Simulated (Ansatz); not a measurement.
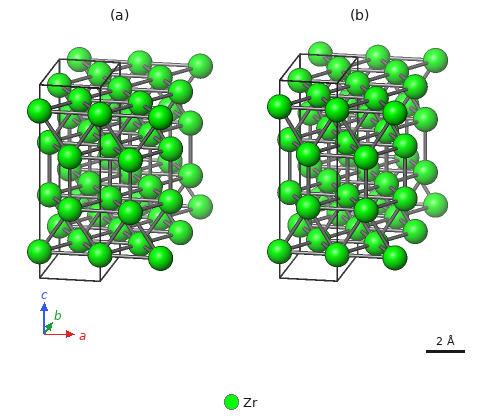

The structure of a crystal of Zr (built on the alpha-gallium_64 type) (coarse preliminary run) before (left) and after (right) a relaxation, at one scale.

The picture is a ball-and-stick view of the conventional cell (4 times the calculation's cell), repeated 2 × 2 × 1 with one cell outlined, seen slightly off an axis. Lengths and directions refer to the drawn axes.

Case: alpha-gallium type (Cmce, No. 64).

Method: Ansatz 0.2.0, DFT PBE, scalar-relativistic, plane waves, PAW. Settings: plane-wave cutoff 420 eV; k-point mesh 6 × 6 × 6; occupations gaussian; smearing width 0.1 eV; no spin polarisation; cell and atoms relaxed; force threshold 0.04 eV/Å; at most 70 steps.

Describe what moved and what it gained.

Answer. The energy falls by 36.6 meV per cell of the calculation in 3 accepted moves (5 points after the start). The largest force component goes from 0.16 to 0.0042 eV/Å. The pressure goes from −0.01 to −0.16 GPa. The line search rejected the trial step at point 2 of the run. At 1 point the geometry stayed and the basis and grid were re-selected for the new cell (energy shift of less than 0.05 meV per cell of the calculation at most each time). The largest moves relative to the cell, 0.022 Å, are those of Zr atoms. The drawn cell changes as follows: a 3.317 → 3.159 Å (−4.8 %), b 5.309 → 5.434 Å (+2.4 %), c 10.764 → 11.013 Å (+2.3 %); the volume changes by −0.3 %. Near-neighbour distances that change, for instance: Zr–Zr 3.317 → 3.159 Å, Zr–Zr 2.964 → 3.006 Å, Zr–Zr 2.925 → 2.949 Å, Zr–Zr 3.130 → 3.143 Å. The space group stays Fmmm (No. 69). The run took roughly 23 core-seconds on a shared host.
